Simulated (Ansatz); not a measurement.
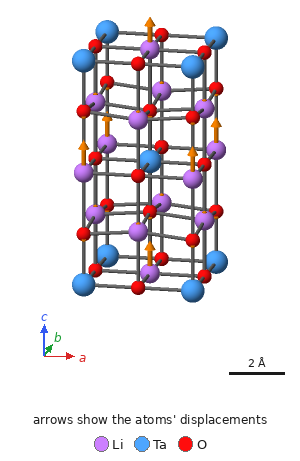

The lowest optical mode of solid Li₃TaO₄, space group I4/mmm (No. 139), at the zone centre. Displacements are drawn as orange arrows; their common scale and sign are arbitrary. Style: ball-and-stick. Shown: the conventional cell (2 times the calculation's cell), slightly off an axis. Lengths and directions refer to the drawn axes.

Theory: Ansatz 0.2.0, DFT PBEsol, scalar-relativistic, plane waves, PAW.

Input file:
```yaml
crystal:
  lattice:
    - [-2.0422644308, 2.0422644308, 4.252959294]
    - [2.0422644308, -2.0422644308, 4.252959294]
    - [2.0422644308, 2.0422644308, -4.252959294]
  atoms:
    - { symbol: Li, position: [0.5, 0.5, 0.0] }
    - { symbol: Li, position: [0.25, 0.75, 0.5] }
    - { symbol: Li, position: [0.75, 0.25, 0.5] }
    - { symbol: Ta, position: [0.0, 0.0, 0.0] }
    - { symbol: O, position: [0.0, 0.5, 0.5] }
    - { symbol: O, position: [0.7742593277, 0.7742593277, 0.0] }
    - { symbol: O, position: [0.5, 0.0, 0.5] }
    - { symbol: O, position: [0.2257406723, 0.2257406723, 0.0] }
basis:
  ecutwfc: 420
kpoints:
  mp_grid: { grid: [10, 10, 10] }
hamiltonian:
  xc: pbesol
scf:
  occupations: { method: gaussian, width: 0.05 }
output:
  eigenvalues: true
phonons:
  method: fd
  supercell: [1, 1, 1]
  amplitude: 0.02
  eigenvectors: true
  dielectric: false
```

Command:
```bash
ansatz run input.yaml --threads 2 --pin off --max-ram 5120MiB --backend cpu --events-out ev --progress --plain --runs-dir out
```

Frequencies are those without the non-analytic (LO–TO) term.

> Is this crystal at a minimum with respect to the drawn distortion?

No. This is the A₂u mode at 5.01i THz, the lowest optical level, infrared-active by symmetry. The Ta and O (4c) atoms hardly move; the Li (2b) and Li (4d) sublattices move against the O (4e) sublattice, along c; the kinetic energy is shared as Li 94 %, O 5 %, Ta 1 %. The frequency is imaginary, so the structure is unstable against this distortion. Freezing in the drawn pattern lowers the space group from I4/mmm to I4mm (No. 107).
